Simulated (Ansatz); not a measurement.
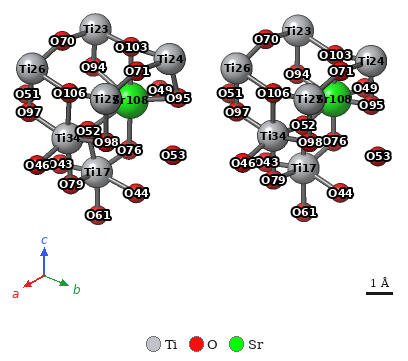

Two geometries of a defect cell of composition Ti₃₅O₇₂Sr (cell charge −2), drawn at one scale. One is the start of a relaxation, the other its converged end. The picture is a ball-and-stick view of the atoms within 4.2 Å of the atom that moves most (axes of the cell of the calculation (origin shifted)), seen from a free direction.

Computed with DFT, PBEsol, PAW, plane waves (Ansatz). Set-up: plane-wave cutoff 420 eV; k-point mesh 1 × 1 × 1; mesh shifted by (0.25, 0.25, 0.25); no spin polarisation; atoms relaxed in a fixed cell; force threshold 0.03 eV/Å; at most 80 steps.

Which of the two is the end point?

Answer. The left one is the relaxed one. Over 8 geometry steps the energy falls by 8.033 eV per cell of the calculation. The largest force component goes from 9.4 to 0.015 eV/Å. The atom that moves furthest is O52 (0.52 Å along [1 −1 −1]). By element the largest moves are O 0.52 Å, Ti 0.19 Å, Sr 0.19 Å. The cell stays as it was. Some distances before and after: O76–Sr108 1.945 → 2.368 Å, O103–Sr108 2.001 → 2.367 Å, O94–Sr108 1.923 → 2.247 Å, O49–Sr108 1.943 → 2.248 Å. Bond angles that change, for instance: O52–Sr108–O95 94.0° → 120.9°, Ti34–O52–Sr108 156.7° → 136.3°, Ti23–O103–Ti24 153.7° → 172.3°. The run took 12 s on 1 × NVIDIA GB200 with 8 threads of Arm Neoverse-V2, peak memory 2.1 GiB.

Limits of the set-up: the cell is charged, on a uniform background, and energies carry no finite-size correction.
